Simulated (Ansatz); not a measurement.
HF: several calculations on one system

### Relaxation

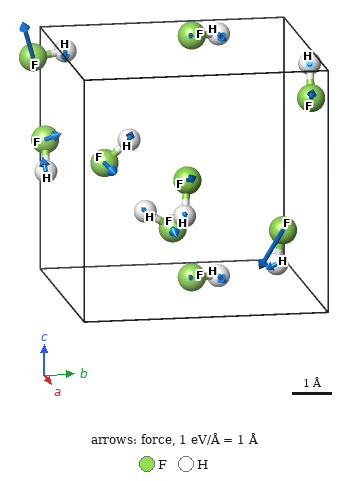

Starting geometry of an amorphous cell of composition HF with the computed forces as blue arrows. A ball-and-stick model of the cell of the calculation, seen slightly off an axis.

The cell holds 8 HF. The run prepares the start of a later molecular dynamics calculation, from a guessed geometry.

These are results of DFT PBE-D3(BJ), scalar-relativistic, plane waves, PAW (Ansatz 0.2.0), not measurements. (plane-wave cutoff 420 eV; k-point mesh 1 × 1 × 1; occupations fermi dirac; smearing width 0.05 eV; no spin polarisation; atoms relaxed in a fixed cell; force threshold 0.3 eV/Å; at most 15 steps)

Question: Is this structure relaxed? If not, where do the atoms go?

Answer: It isn't relaxed: the largest force vector, on an F atom, is 1.43 eV/Å. The final displacements have little in common with the starting forces (cosine between the two patterns 0.27). Over 12 geometry steps the energy falls by 3.125 eV per cell of the calculation. Largest force component: 1.2 eV/Å at the start, 0.23 eV/Å at the end. The atom that moves furthest is an H atom (1.42 Å along [1 −3 −3]). By element the largest moves are H 1.42 Å, F 1.19 Å. The cell stays as it was. Among the contacts that change: F–H 0.934 → 0.975 Å.

Limits of the set-up: the program's low-accuracy preset was used; the periodic images lie only 6.5 Å apart, so the values are limited by the cell's size.

### Dynamics

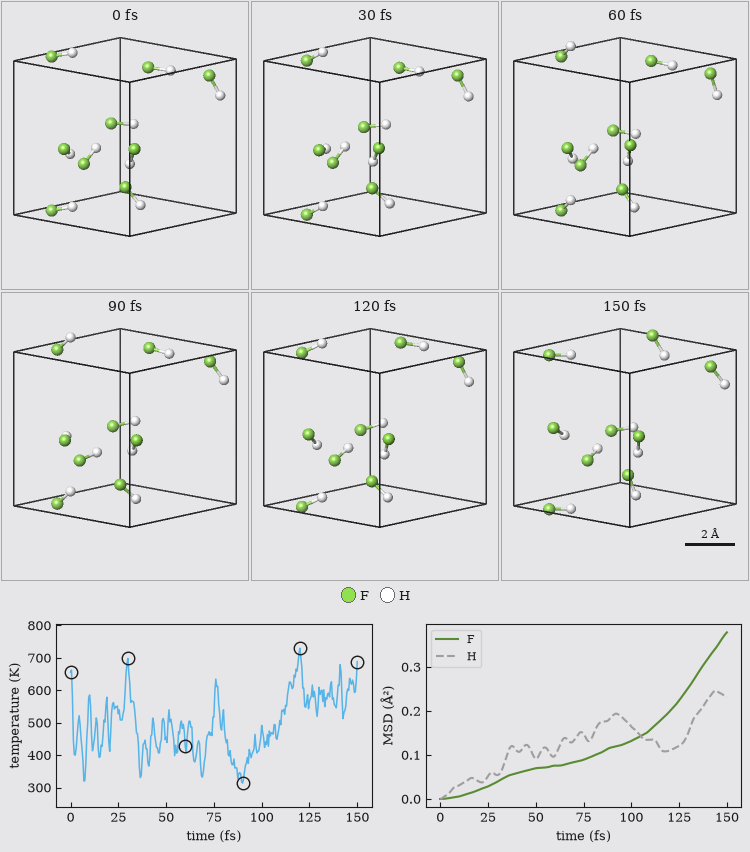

Molecular dynamics of a periodic cell with 8 HF at 0.977 g/cm³, 150 fs long. Frames and the history of the run. The picture is a ball-and-stick view of the simulation cell, seen from a free direction.

Level of theory: DFT PBE-D3(BJ), scalar-relativistic, plane waves, PAW in Ansatz. Run with plane-wave cutoff 420 eV; k-point mesh 1 × 1 × 1; Fermi-Dirac smearing 0.05 eV; low-accuracy preset; Langevin thermostat (NVT); set temperature 700 K; time step 0.5 fs; friction 0.02 per fs.

Question: What happens in this trajectory?

Answer: The mean temperature in the second half is 522 K (standard deviation 98 K). The potential energy in the second half lies on average 44.4 meV per atom above the first frame. In the second half of the run the atoms are, in the root-mean-square, this far from where they began (common drift taken out): F 0.44 Å, H 0.41 Å. The heavy atoms stay within a fraction of a molecule's size of their starting places; so short a run doesn't tell a liquid from a solid.

Limits of the set-up: the program's low-accuracy preset was used; the periodic images lie only 6.5 Å apart, so the values are limited by the cell's size.

### Dynamics

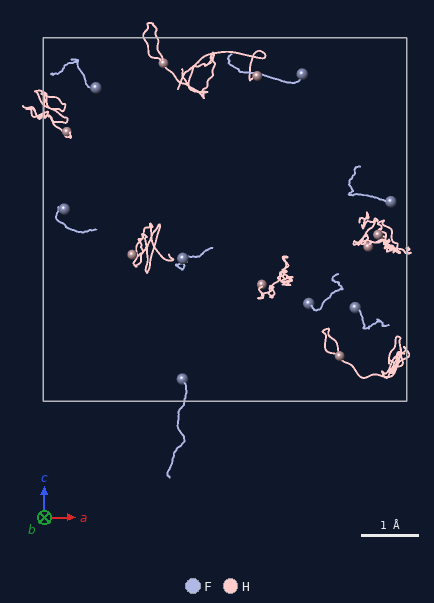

A Born-Oppenheimer molecular dynamics run of a periodic cell with 8 HF at 0.977 g/cm³, 200 fs long. It starts from the last geometry of an earlier run, with fresh velocities. Lines trace each atom's path, in the colour of its element; spheres stand at the starting positions. Seen along the b axis in the simulation cell.

Method: Ansatz 0.2.0, DFT PBE-D3(BJ), scalar-relativistic, plane waves, PAW. Set-up: plane-wave cutoff 420 eV; k-point mesh 1 × 1 × 1; Fermi-Dirac smearing 0.05 eV; low-accuracy preset; constant energy (NVE); velocities drawn for 700 K; time step 0.5 fs.

Question: How do the atoms move?

Answer: Root-mean-square distances from the starting positions over the second half, with the common drift of all atoms taken out: F 1.09 Å, H 0.91 Å. The molecules turn and drift from their places. The total energy stays between −0.26 and 0.083 meV per atom of its start. A straight-line fit has a slope that amounts to −0.011 meV per atom over 200 fs (under 0.1 % of the mean kinetic energy), and the ripple about it is 0.8 % of the kinetic energy's fluctuation. With a drift under 2 % and a ripple under 7 %, the integration is accurate.

Limits of the set-up: the program's low-accuracy preset was used; the periodic images lie only 6.5 Å apart, so the values are limited by the cell's size.

Cost: 3.2 min on 1 thread of Intel(R) Xeon(R) 6975P-C (Granite Rapids), on a shared host, peak memory 0.36 GiB.
